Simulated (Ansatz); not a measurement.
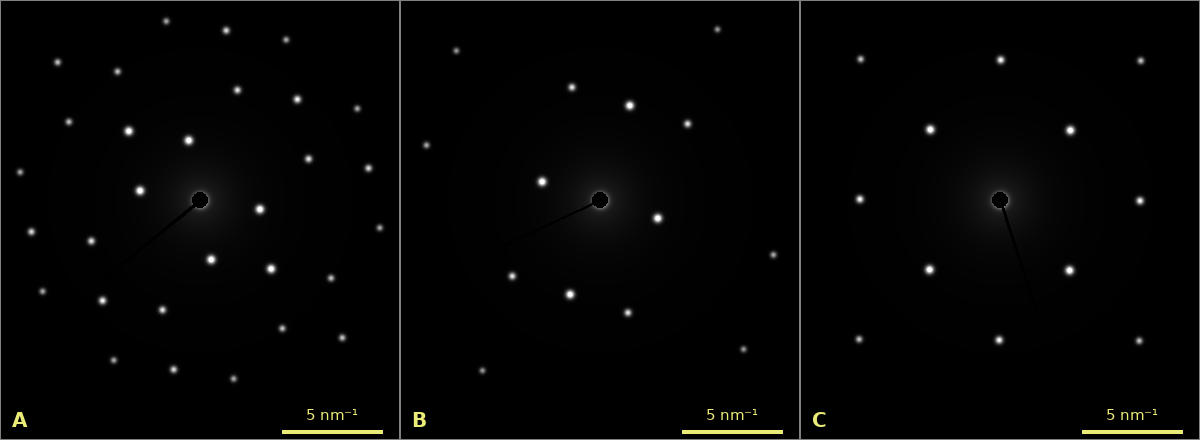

Simulated selected-area electron diffraction patterns (300 kV, kinematic approximation, thin crystal, B = 0.5 Å² for all atoms).

All three come from W, space group Fd-3m (No. 227), a = 5.71 Å. Structure: coordinates from a relaxation with Ansatz, DFT, LDA (PW92), plane waves (420 eV) with PAW, scalar-relativistic; the starting structure was generated, so it need not be a known form of this composition.

Question: Assign the zone axes [001], [110], [211] to A, B and C.

Answer: A is [110]: centred rectangular net of -1 1 -1 at d = 3.30 Å and -1 1 1 at d = 3.30 Å, at 70.5°. B is [211]: rectangular net of -1 1 1 at d = 3.30 Å and 0 -2 2 at d = 2.02 Å, at 90.0°. C is [001]: square net of 2 -2 0 at d = 2.02 Å and 2 2 0 at d = 2.02 Å, at 90.0°.
